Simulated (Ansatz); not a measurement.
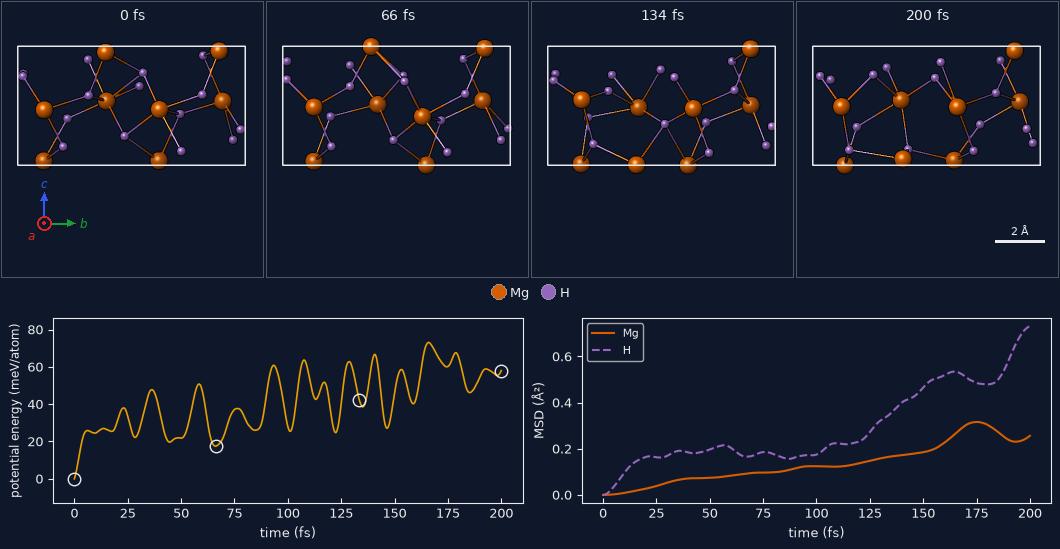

First-principles dynamics of MgH2 with an H vacancy (23 atoms in the cell, charge -1), 200 fs long. It starts from the last geometry of an earlier run, with fresh velocities. Frames and the history of the run. A ball-and-stick model of the simulation cell, seen along the a axis. Atoms that leave the cell re-enter on the other side. Bonds to atoms that aren't drawn are left out.

Computed with DFT PBE, scalar-relativistic, plane waves, PAW (Ansatz 0.2.0). Settings: plane-wave cutoff 420 eV; k-point mesh 2 × 1 × 2; Fermi-Dirac smearing 0.05 eV; low-accuracy preset; Langevin thermostat (NVT); set temperature 800 K; time step 0.5 fs; friction 0.005 per fs.

**What happens in this trajectory?**

Over the second half the temperature averages 764 K (spread ±119 K). The potential energy in the second half lies on average 51.5 meV per atom above the first frame. Root-mean-square distances from the starting positions over the second half, with the common drift of all atoms taken out: H 0.65 Å, Mg 0.45 Å. Against the typical shortest distance between atoms in the first frame, about 3.1 Å these are large excursions, but over 200 fs one can't yet tell strong vibration from the start of diffusion.

Limits of the set-up: the program's low-accuracy preset was used; the periodic images lie only 4.7 Å apart, so the values are limited by the cell's size; the cell is charged, on a uniform background, and energies carry no finite-size correction.
